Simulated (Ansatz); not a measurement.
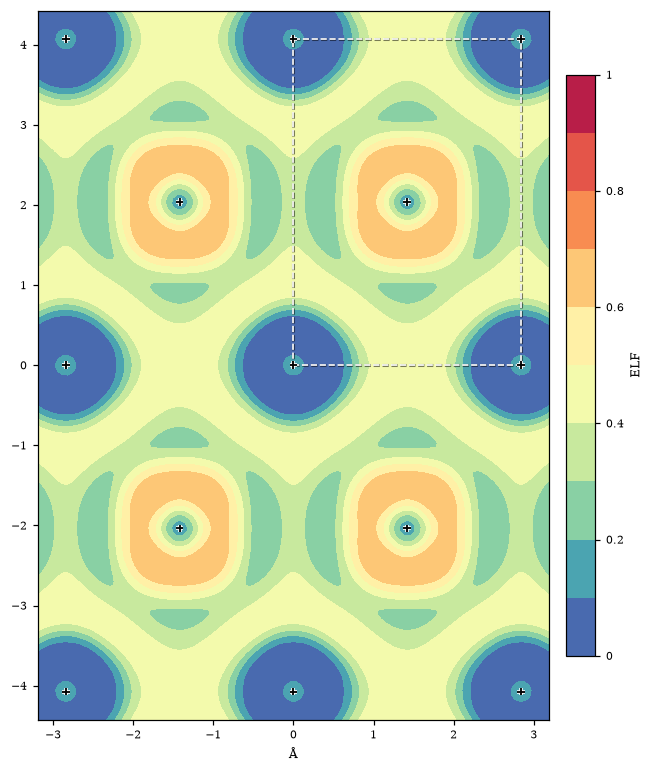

The electron localisation function on a plane through atoms (crosses mark nuclei in the plane).

Level of theory: Ansatz, DFT PBE, scalar-relativistic, plane waves, PAW.

Candidates:
A. AlRu, a = 2.84 Å, b = 2.84 Å, c = 2.92 Å, α = 90.00°, β = 90.00°, γ = 90.00°. Space group P4/mmm; changed on purpose from its base cell (strain -0.050 along x and y, -0.025 along z, atoms carried along); computed pressure about 39 GPa in this cell; computed without spin polarisation.
B. SiC, a = 4.38 Å, b = 4.38 Å, c = 4.38 Å, α = 90.00°, β = 90.00°, γ = 90.00°. Space group F-43m.

Question: Which system is this?

Answer: Candidate A: AlRu on the (011̄) plane of the conventional cell, which holds Al and Ru. Al–Ru (2.48 Å): the ELF is about 0.35 at the midpoint. Al–Al (2.84 Å): the ELF is about 0.45 at the midpoint.
